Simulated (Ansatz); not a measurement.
Geometry relaxation, with input and output: C$_{21}$O (part 3 of 3)

Continued. System: C$_{21}$O (slab, 22 atoms in the cell). Method: DFT PBE, scalar-relativistic, plane waves, PAW, PAW set soft_1, no spin polarisation (Ansatz 0.2.0); cutoff 420 eV, 5×8×1 k-mesh, Gaussian smearing of 0.05 eV. The structure derives from an entry of the Crystallography Open Database. The input holds or restrains some coordinates. Forces given for the steps count only the free coordinates.

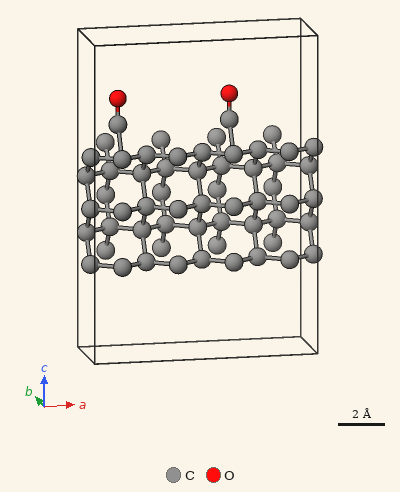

Figure 1. The geometry at step 4 of the log (ball-and-stick view of the 2 × 1 repeat of the cell, with the vacuum cut short, seen slightly off an axis).

**Output, continued**
```
  k-point 2: bands = ["-22.2792", "-20.9939", "-19.2291", "-17.0435", "-16.6566", "-16.5832", "-16.3581", "-15.2042", "-14.9507", "-14.9435", "-13.1860", "-12.4277", "-11.8761", "-11.8641", "-11.7436", "-10.9662", "-10.7176", "-10.7044", "-9.4472", "-8.6587", "-7.7160", "-7.4221", "-7.0930", "-6.9824", "-6.9180", "-6.6695", "-6.4378", "-6.2616", "-5.7529", "-5.7310", "-5.4242", "-5.3651", "-5.0018", "-4.7746", "-4.6697", "-4.4134", "-3.7152", "-3.4538", "-2.8525", "-1.9152", "-1.7293", "-1.2371", "-1.0325", "-0.4777", "0.0832", "0.0938", "0.3297", "1.1334", "3.4321", "4.4309", "5.1870", "5.7638", "6.1090", "6.1700", "6.2138", "6.4145", "6.6652", "6.9653", "7.0246", "7.1346", "7.3794", "7.6117", "7.6141", "8.1771", "8.4313", "8.5148", "8.9264"]
  k-point 14: bands = ["-22.2505", "-18.9651", "-18.3719", "-18.0778", "-17.5253", "-17.2513", "-16.6932", "-16.3400", "-15.8760", "-15.0704", "-14.2277", "-12.0212", "-11.5432", "-10.9119", "-10.8655", "-10.4784", "-10.1075", "-9.4397", "-9.0388", "-8.6344", "-8.3303", "-8.1810", "-7.8300", "-7.5374", "-7.3509", "-7.0312", "-6.8013", "-6.5480", "-6.3598", "-5.5546", "-5.4721", "-5.2051", "-4.7690", "-4.5317", "-4.3928", "-4.0847", "-3.8246", "-3.8022", "-3.5809", "-3.4415", "-1.9906", "-1.1325", "-0.6610", "-0.0327", "0.0080", "0.1270", "0.3405", "0.7919", "2.9853", "5.3389", "5.6482", "7.5706", "7.5905", "7.7550", "7.8475", "7.9656", "8.1571", "8.4778", "8.5890", "8.6514", "8.7170", "8.7800", "9.0348", "9.1274", "9.2576", "9.3711", "9.5933"]
--- Relaxed structure (6 steps of the walk, 6 accepted, 0 SCFs on fresh bases) ---
  F+E_penalty+E_count = -5818.30530353 eV   max|allowed force component| = 1.720e-2 eV/Å
  atoms:
    - { symbol: C, position: [0.24999999999999997, 0.0, 0.18579554749999994] }
    - { symbol: C, position: [0.75, 0.0, 0.18579554749999994] }
    - { symbol: C, position: [0.0, 0.24999999999999994, 0.18579554749999994] }
    - { symbol: C, position: [0.49999999999999994, 0.24999999999999994, 0.18579554749999994] }
    - { symbol: C, position: [0.0, 0.4999999999999999, 0.24444809489999997] }
    - { symbol: C, position: [0.49999999999999994, 0.4999999999999999, 0.24444809489999997] }
    - { symbol: C, position: [0.24999999999999997, 0.7499999999999998, 0.24444809489999997] }
    - { symbol: C, position: [0.75, 0.7499999999999998, 0.24444809489999997] }
    - { symbol: C, position: [0.24999999999999997, 0.0024640199999999995, 0.30282627049999994] }
    - { symbol: C, position: [0.75, 0.0024640199999999995, 0.30282627049999994] }
    - { symbol: C, position: [0.0, 0.24753597999999996, 0.30282627049999994] }
    - { symbol: C, position: [0.49999999999999994, 0.24753597999999996, 0.30282627049999994] }
    - { symbol: C, position: [0.0, 0.5097084337999999, 0.36310877739999997] }
    - { symbol: C, position: [0.49999999999999994, 0.5097084337999999, 0.36310877739999997] }
    - { symbol: C, position: [0.24999999999999997, 0.7402915661999999, 0.36310877739999997] }
    - { symbol: C, position: [0.75, 0.7402915661999999, 0.36310877739999997] }
    - { symbol: C, position: [0.24999999999999997, 0.029493193199999997, 0.41242158109999993] }
    - { symbol: C, position: [0.75, 0.029493193199999997, 0.41242158109999993] }
    - { symbol: C, position: [0.0, 0.22050680679999995, 0.41242158109999993] }
    - { symbol: C, position: [0.49999999999999994, 0.22050680679999995, 0.41242158109999993] }
    - { symbol: C, position: [0.24999999999999997, 0.27949319319999993, 0.4773833715982558] }
    - { symbol: O, position: [0.24999999999999997, 0.27949319319999993, 0.532282649686918] }
```

**Trajectory as extended XYZ (Å, eV, eV/Å), 6 frames, from step=1 to step=6**
```
22
Lattice="5.0509 0.0000 0.0000 0.0000 3.5715 0.0000 0.0000 0.0000 21.5290" Properties=species:S:1:pos:R:3:forces:R:3 step=1 energy=-5817.87678
C     1.2627    0.0000    4.0000    0.0000   4.7545   1.1759
C     3.7882    0.0000    4.0000    0.0000   4.3877   1.1474
C     0.0000    0.8929    4.0000    0.0483  -4.5509   1.0919
C     2.5255    0.8929    4.0000   -0.0483  -4.5509   1.0919
C     0.0000    1.7858    5.2627   -0.0325   0.9265  -1.2359
C     2.5255    1.7858    5.2627    0.0325   0.9265  -1.2359
C     1.2627    2.6787    5.2627    0.0000  -1.0304  -1.2139
C     3.7882    2.6787    5.2627    0.0000  -0.9890  -1.0791
C     1.2627    0.0088    6.5196    0.0000  -0.0955   0.1566
C     3.7882    0.0088    6.5196    0.0000   0.1423  -0.2106
C     0.0000    0.8841    6.5196   -0.0888   0.2455   0.1455
C     2.5255    0.8841    6.5196    0.0888   0.2455   0.1455
C     0.0000    1.8204    7.8174   -0.1557  -0.4754  -1.8249
C     2.5255    1.8204    7.8174    0.1557  -0.4754  -1.8249
C     1.2627    2.6440    7.8174    0.0000  -0.4413  -0.6197
C     3.7882    2.6440    7.8174    0.0000   0.6772   0.0561
C     1.2627    0.1053    8.8790    0.0000  -4.6377  -3.0589
C     3.7882    0.1053    8.8790    0.0000  -0.5770   0.9978
C     0.0000    0.7876    8.8790    0.6534   2.7260   1.2387
C     2.5255    0.7876    8.8790   -0.6534   2.7260   1.2387
C     1.2627    0.9982   10.0572    0.0000  -0.3954  -1.1425
O     1.2627    0.9982   11.2072    0.0000   0.4613   4.9599
22
Lattice="5.0509 0.0000 0.0000 0.0000 3.5715 0.0000 0.0000 0.0000 21.5290" Properties=species:S:1:pos:R:3:forces:R:3 step=2 energy=-5818.15933
C     1.2627    0.0000    4.0000    0.0000   4.7454   1.1845
C     3.7882    0.0000    4.0000    0.0000   4.3736   1.1542
C     0.0000    0.8929    4.0000    0.0506  -4.5383   1.0936
C     2.5255    0.8929    4.0000   -0.0506  -4.5383   1.0936
C     0.0000    1.7858    5.2627   -0.0337   0.9286  -1.2362
C     2.5255    1.7858    5.2627    0.0337   0.9286  -1.2362
C     1.2627    2.6787    5.2627    0.0000  -1.0337  -1.2159
C     3.7882    2.6787    5.2627    0.0000  -0.9814  -1.0760
C     1.2627    0.0088    6.5196    0.0000  -0.0837   0.1679
C     3.7882    0.0088    6.5196    0.0000   0.1180  -0.2287
C     0.0000    0.8841    6.5196   -0.0940   0.2356   0.1659
C     2.5255    0.8841    6.5196    0.0940   0.2356   0.1659
C     0.0000    1.8204    7.8174   -0.1286  -0.4405  -1.7606
C     2.5255    1.8204    7.8174    0.1286  -0.4405  -1.7606
C     1.2627    2.6440    7.8174    0.0000  -0.4557  -0.5831
C     3.7882    2.6440    7.8174    0.0000   0.6726   0.0625
C     1.2627    0.1053    8.8790    0.0000  -3.9895  -2.1293
C     3.7882    0.1053    8.8790    0.0000  -0.5336   0.9650
C     0.0000    0.7876    8.8790    0.7378   2.5493   1.5376
C     2.5255    0.7876    8.8790   -0.7378   2.5493   1.5376
C     1.2627    0.9982   10.1168    0.0000  -0.5271   1.5878
O     1.2627    0.9982   11.3079    0.0000   0.2286   0.5097
22
Lattice="5.0509 0.0000 0.0000 0.0000 3.5715 0.0000 0.0000 0.0000 21.5290" Properties=species:S:1:pos:R:3:forces:R:3 step=3 energy=-5818.27116
C     1.2627    0.0000    4.0000    0.0000   4.7368   1.2074
C     3.7882    0.0000    4.0000    0.0000   4.3555   1.1572
C     0.0000    0.8929    4.0000    0.0489  -4.5225   1.0987
C     2.5255    0.8929    4.0000   -0.0489  -4.5225   1.0987
C     0.0000    1.7858    5.2627   -0.0370   0.9354  -1.2417
C     2.5255    1.7858    5.2627    0.0370   0.9354  -1.2417
C     1.2627    2.6787    5.2627    0.0000  -1.0436  -1.2290
C     3.7882    2.6787    5.2627    0.0000  -0.9695  -1.0706
C     1.2627    0.0088    6.5196    0.0000  -0.0590   0.1735
C     3.7882    0.0088    6.5196    0.0000   0.0781  -0.2379
C     0.0000    0.8841    6.5196   -0.0994   0.2127   0.1871
C     2.5255    0.8841    6.5196    0.0994   0.2127   0.1871
C     0.0000    1.8204    7.8174   -0.0946  -0.3899  -1.6737
C     2.5255    1.8204    7.8174    0.0946  -0.3899  -1.6737
C     1.2627    2.6440    7.8174    0.0000  -0.4151  -0.5774
C     3.7882    2.6440    7.8174    0.0000   0.6379   0.0611
C     1.2627    0.1053    8.8790    0.0000  -3.4484  -1.3790
C     3.7882    0.1053    8.8790    0.0000  -0.4679   0.9566
C     0.0000    0.7876    8.8790    0.6561   2.2578   1.7121
C     2.5255    0.7876    8.8790   -0.6561   2.2578   1.7121
C     1.2627    0.9982   10.1970    0.0000  -0.4335   1.3370
O     1.2627    0.9982   11.3932    0.0000   0.0427  -0.5612
22
Lattice="5.0509 0.0000 0.0000 0.0000 3.5715 0.0000 0.0000 0.0000 21.5290" Properties=species:S:1:pos:R:3:forces:R:3 step=4 energy=-5818.30490
C     1.2627    0.0000    4.0000    0.0000   4.7161   1.2281
C     3.7882    0.0000    4.0000    0.0000   4.3261   1.1465
C     0.0000    0.8929    4.0000    0.0450  -4.4966   1.1010
C     2.5255    0.8929    4.0000   -0.0450  -4.4966   1.1010
C     0.0000    1.7858    5.2627   -0.0406   0.9434  -1.2429
C     2.5255    1.7858    5.2627    0.0406   0.9434  -1.2429
C     1.2627    2.6787    5.2627    0.0000  -1.0549  -1.2425
C     3.7882    2.6787    5.2627    0.0000  -0.9566  -1.0602
C     1.2627    0.0088    6.5196    0.0000  -0.0345   0.1659
C     3.7882    0.0088    6.5196    0.0000   0.0413  -0.2358
C     0.0000    0.8841    6.5196   -0.1024   0.1882   0.1966
C     2.5255    0.8841    6.5196    0.1024   0.1882   0.1966
C     0.0000    1.8204    7.8174   -0.0749  -0.3574  -1.5889
C     2.5255    1.8204    7.8174    0.0749  -0.3574  -1.5889
C     1.2627    2.6440    7.8174    0.0000  -0.3208  -0.5839
C     3.7882    2.6440    7.8174    0.0000   0.5924   0.0523
C     1.2627    0.1053    8.8790    0.0000  -3.1696  -0.9751
C     3.7882    0.1053    8.8790    0.0000  -0.3868   0.9612
C     0.0000    0.7876    8.8790    0.4920   1.9907   1.7638
C     2.5255    0.7876    8.8790   -0.4920   1.9907   1.7638
C     1.2627    0.9982   10.2694    0.0000  -0.2100   0.0322
O     1.2627    0.9982   11.4512    0.0000  -0.0792   0.0548
22
Lattice="5.0509 0.0000 0.0000 0.0000 3.5715 0.0000 0.0000 0.0000 21.5290" Properties=species:S:1:pos:R:3:forces:R:3 step=5 energy=-5818.30491
C     1.2627    0.0000    4.0000    0.0000   4.7158   1.2278
C     3.7882    0.0000    4.0000    0.0000   4.3257   1.1460
C     0.0000    0.8929    4.0000    0.0450  -4.4966   1.1013
C     2.5255    0.8929    4.0000   -0.0450  -4.4966   1.1013
C     0.0000    1.7858    5.2627   -0.0407   0.9434  -1.2429
C     2.5255    1.7858    5.2627    0.0407   0.9434  -1.2429
C     1.2627    2.6787    5.2627    0.0000  -1.0544  -1.2424
C     3.7882    2.6787    5.2627    0.0000  -0.9561  -1.0598
C     1.2627    0.0088    6.5196    0.0000  -0.0351   0.1656
C     3.7882    0.0088    6.5196    0.0000   0.0409  -0.2360
C     0.0000    0.8841    6.5196   -0.1025   0.1884   0.1964
C     2.5255    0.8841    6.5196    0.1025   0.1884   0.1964
C     0.0000    1.8204    7.8174   -0.0751  -0.3580  -1.5887
C     2.5255    1.8204    7.8174    0.0751  -0.3580  -1.5887
C     1.2627    2.6440    7.8174    0.0000  -0.3216  -0.5841
C     3.7882    2.6440    7.8174    0.0000   0.5916   0.0515
C     1.2627    0.1053    8.8790    0.0000  -3.1698  -0.9747
C     3.7882    0.1053    8.8790    0.0000  -0.3849   0.9607
C     0.0000    0.7876    8.8790    0.4911   1.9916   1.7635
C     2.5255    0.7876    8.8790   -0.4911   1.9916   1.7635
C     1.2627    0.9982   10.2694    0.0000  -0.2108   0.0312
O     1.2627    0.9982   11.4512    0.0000  -0.0790   0.0550
22
Lattice="5.0509 0.0000 0.0000 0.0000 3.5715 0.0000 0.0000 0.0000 21.5290" Properties=species:S:1:pos:R:3:forces:R:3 step=6 energy=-5818.30530
C     1.2627    0.0000    4.0000    0.0000   4.7133   1.2297
C     3.7882    0.0000    4.0000    0.0000   4.3216   1.1441
C     0.0000    0.8929    4.0000    0.0447  -4.4933   1.1013
C     2.5255    0.8929    4.0000   -0.0447  -4.4933   1.1013
C     0.0000    1.7858    5.2627   -0.0412   0.9443  -1.2426
C     2.5255    1.7858    5.2627    0.0412   0.9443  -1.2426
C     1.2627    2.6787    5.2627    0.0000  -1.0557  -1.2438
C     3.7882    2.6787    5.2627    0.0000  -0.9545  -1.0582
C     1.2627    0.0088    6.5196    0.0000  -0.0328   0.1639
C     3.7882    0.0088    6.5196    0.0000   0.0373  -0.2355
C     0.0000    0.8841    6.5196   -0.1028   0.1858   0.1969
C     2.5255    0.8841    6.5196    0.1028   0.1858   0.1969
C     0.0000    1.8204    7.8174   -0.0741  -0.3561  -1.5785
C     2.5255    1.8204    7.8174    0.0741  -0.3561  -1.5785
C     1.2627    2.6440    7.8174    0.0000  -0.3075  -0.5840
C     3.7882    2.6440    7.8174    0.0000   0.5863   0.0502
C     1.2627    0.1053    8.8790    0.0000  -3.1436  -0.9313
C     3.7882    0.1053    8.8790    0.0000  -0.3736   0.9601
C     0.0000    0.7876    8.8790    0.4735   1.9632   1.7700
C     2.5255    0.7876    8.8790   -0.4735   1.9632   1.7700
C     1.2627    0.9982   10.2776    0.0000  -0.1865   0.0172
O     1.2627    0.9982   11.4595    0.0000  -0.0923  -0.0069
```

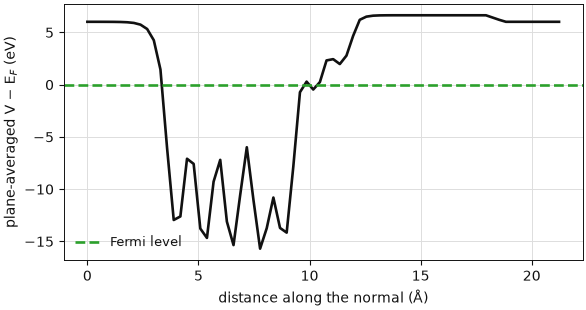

Figure 2. Plane average of the electrostatic potential energy of an electron across the cell, from the Fermi level. The vacuum level lies 6.64 eV above the Fermi level on the upper side and 6.02 eV on the lower.

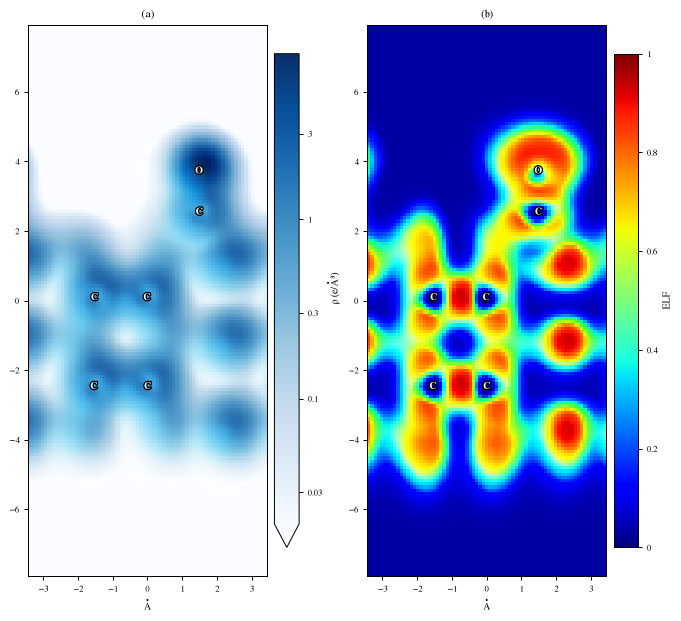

Figure 3. (a) valence charge density (pseudo); (b) electron localisation function on the (110) plane of the calculation cell, a cut from vacuum to vacuum. C–O (1.18 Å): the density is about 3.5 e/Å³ at the midpoint; the ELF peaks at about 0.85 between the atoms (inside overlapping PAW spheres, so only a guide); a double or triple bond. The density dies away to nearly zero in the vacuum. The fields are those of the smooth PAW valence density.

The run was set up as follows.

**Input**
```yaml
crystal:
  lattice:
    - [5.0509324483, 0.0, 0.0]
    - [0.0, 3.5715485855, 0.0]
    - [0.0, 0.0, 21.529041219]
  atoms:
    - { symbol: C, position: [0.25, 0.0, 0.1857955475] }
    - { symbol: C, position: [0.75, 0.0, 0.1857955475] }
    - { symbol: C, position: [0.0, 0.25, 0.1857955475] }
    - { symbol: C, position: [0.5, 0.25, 0.1857955475] }
    - { symbol: C, position: [0.0, 0.5, 0.2444480949] }
    - { symbol: C, position: [0.5, 0.5, 0.2444480949] }
    - { symbol: C, position: [0.25, 0.75, 0.2444480949] }
    - { symbol: C, position: [0.75, 0.75, 0.2444480949] }
    - { symbol: C, position: [0.25, 0.00246402, 0.3028262705] }
    - { symbol: C, position: [0.75, 0.00246402, 0.3028262705] }
    - { symbol: C, position: [0.0, 0.24753598, 0.3028262705] }
    - { symbol: C, position: [0.5, 0.24753598, 0.3028262705] }
    - { symbol: C, position: [0.0, 0.5097084338, 0.3631087774] }
    - { symbol: C, position: [0.5, 0.5097084338, 0.3631087774] }
    - { symbol: C, position: [0.25, 0.7402915662, 0.3631087774] }
    - { symbol: C, position: [0.75, 0.7402915662, 0.3631087774] }
    - { symbol: C, position: [0.25, 0.0294931932, 0.4124215811] }
    - { symbol: C, position: [0.75, 0.0294931932, 0.4124215811] }
    - { symbol: C, position: [0.0, 0.2205068068, 0.4124215811] }
    - { symbol: C, position: [0.5, 0.2205068068, 0.4124215811] }
    - { symbol: C, position: [0.25, 0.2794931932, 0.467143779] }
    - { symbol: O, position: [0.25, 0.2794931932, 0.5205599989] }
basis:
  ecutwfc: 420
kpoints:
  mp_grid: { grid: [5, 8, 1] }
hamiltonian:
  xc: pbe
  pseudopotentials: { kind: paw, azcp: { folder: soft_1 } }
scf:
  occupations: { method: gaussian, width: 0.05 }
output:
  forces: true
  eigenvalues: true
  write_density: true
  write_potential: true
  elf: true
  volumetric_format: npy
relax:
  adjacent_minimum: "off"
  f_tol: 0.025
  max_steps: 16
  constraints:
    - { sites: [0, 1, 2, 3, 4, 5, 6, 7, 8, 9, 10, 11, 12, 13, 14, 15, 16, 17, 18, 19] }
    - { sites: [20, 21], fix: xy }
efield:
  axis: 3
  dipole_correction: true
  ramp_width: 0.04
```

Command:
```bash
ansatz run input.yaml --threads 2 --pin off --max-ram 6144MiB --backend cpu --events-out ev --progress --plain --runs-dir out
```

**Summary**

- outcome: converged under the restraints of the input
- electrons treated: 90
- free energy: −5818.3053 eV
- work function, top face: 6.64 eV
- work function, bottom face: 6.02 eV
- Fermi energy: 0.104 eV
- gap on the k-point mesh: none (metallic)
- final volume: 388.38 Å³
- work function (upper face): 6.64 eV
- largest force (length of the vector) at the end, held atoms and coordinates included: 4.871 eV/Å
- hardware: 2 threads of Arm Neoverse N1, 98 GiB of memory available, shared host
- wall time: 5.2 min (CPU time 10 min)
- peak memory: 0.79 GiB

**Notes**

Warnings of the run: the exchange-correlation potential is rough where the density is thin.
